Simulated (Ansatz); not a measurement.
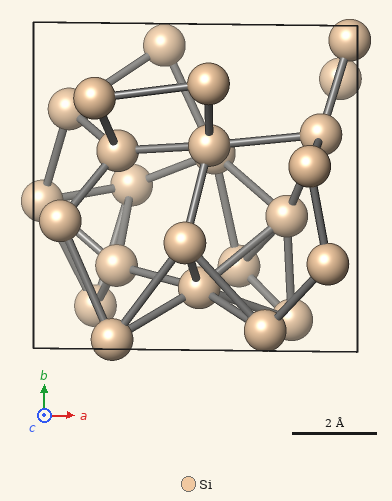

Starting frame of a dynamics run of an amorphous cell of composition Si (24 atoms in the cell). It starts from the last geometry of an earlier run, with fresh velocities. Style: ball-and-stick. Shown: the simulation cell, along the c axis. Bonds to atoms that aren't drawn are left out.

Method: DFT PBE, scalar-relativistic, plane waves, PAW (Ansatz).

Input file:
```yaml
crystal:
  lattice:
    - [7.71905, -0.04436, 0.001374]
    - [-0.04436, 7.782271, 0.26479]
    - [0.001374, 0.26479, 7.527629]
  atoms:
    - { symbol: Si, position: [0.9432285249, 0.8331974919, 0.1577947235] }
    - { symbol: Si, position: [0.0785813304, 0.3876141946, 0.7158012488] }
    - { symbol: Si, position: [0.1843465835, 0.7651053049, 0.9135389241] }
    - { symbol: Si, position: [0.3998193646, 0.9294034903, 0.2168395192] }
    - { symbol: Si, position: [0.8830155457, 0.6612857147, 0.7194559274] }
    - { symbol: Si, position: [0.2987745631, 0.5000000732, 0.0450695549] }
    - { symbol: Si, position: [0.507311427, 0.1872641184, 0.5606884671] }
    - { symbol: Si, position: [0.9045606302, 0.2643451326, 0.9594629269] }
    - { symbol: Si, position: [0.1056430632, 0.7310966012, 0.3660352162] }
    - { symbol: Si, position: [0.5384817049, 0.624065035, 0.7055673336] }
    - { symbol: Si, position: [0.5540440469, 0.6007463666, 0.2157627123] }
    - { symbol: Si, position: [0.7774933573, 0.4100474469, 0.4574155099] }
    - { symbol: Si, position: [0.2558157057, 0.6047047975, 0.5866385526] }
    - { symbol: Si, position: [0.630108611, 0.255324502, 0.137709679] }
    - { symbol: Si, position: [0.1872223465, 0.1283880851, 0.0518093832] }
    - { symbol: Si, position: [0.238309131, 0.0255571413, 0.7362423503] }
    - { symbol: Si, position: [0.8483978999, 0.563547348, 0.9903955843] }
    - { symbol: Si, position: [0.0227703403, 0.4480294632, 0.1967799743] }
    - { symbol: Si, position: [0.7109376808, 0.0583694586, 0.8038634196] }
    - { symbol: Si, position: [0.7930109992, 0.0924626913, 0.3313387468] }
    - { symbol: Si, position: [0.5359512382, 0.8128458371, 0.9434169585] }
    - { symbol: Si, position: [0.2522095391, 0.2527625749, 0.3328146801] }
    - { symbol: Si, position: [0.9721204514, 0.9518801775, 0.5982322046] }
    - { symbol: Si, position: [0.463241556, 0.3243124534, 0.8237606372] }
  symmetry: { detect: false }
basis:
  ecutwfc: 420
kpoints:
  mp_grid: { grid: [1, 1, 1], shift: [0.25, 0.25, 0.25] }
hamiltonian:
  xc: pbe
scf:
  occupations: { method: fermi_dirac, width: 0.0862 }
  lower_state_search: "off"
  convergence: { dr2_threshold: 1.0e-06 }
output:
  forces: true
  stress: true
md:
  timestep: 3.0
  n_steps: 250
  ensemble: nvt_langevin
  friction: 0.03
  temperature: 1000.0
  initial_velocities: maxwell_boltzmann
  seed: 93919
```

Run as
```bash
ansatz run input.yaml --threads 2 --pin off --max-ram 5120MiB --backend cpu --events-out ev --progress --plain --runs-dir out
```

**What does the trajectory do?**

Over the second half the temperature averages 982 K (spread ±160 K). The potential energy in the second half lies on average 154 meV per atom below the first frame. The mean pressure there is −1.3 GPa. In the second half of the run the atoms are, in the root-mean-square, this far from where they began (common drift taken out): Si 0.87 Å. That is a large part of the typical shortest distance between atoms in the first frame, about 2.4 Å and still growing: the atoms leave their places as in a liquid. Bond changes: 19 Si–Si bonds form between 45 fs and 669 fs; 26 Si–Si bonds break between 111 fs and 738 fs; one Si–Si contact opens and closes in turn.

Along the run (each row but the first and the last is the mean over the interval that it begins):

| time (fs) | potential energy (meV/atom) | T (K) | p (GPa) |
| --- | --- | --- | --- |
| 0.0 | 0.0 | 958 | -2.1 |
| 75.0 | -95.5 | 1045 | -2.7 |
| 150.0 | -110.0 | 971 | -1.5 |
| 225.0 | -130.3 | 948 | -1.8 |
| 300.0 | -139.2 | 1013 | -2.2 |
| 375.0 | -132.3 | 1001 | -1.6 |
| 450.0 | -165.1 | 1021 | -2.1 |
| 525.0 | -180.0 | 878 | -1.3 |
| 600.0 | -150.7 | 964 | -1.0 |
| 675.0 | -142.3 | 1049 | -0.3 |
| 750.0 | -167.6 | 934 | -1.2 |

The paths of the atoms:

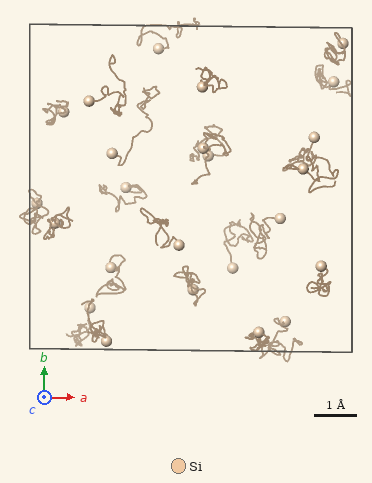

Limits of the set-up: the periodic images lie only 7.5 Å apart, so the values are limited by the cell's size.
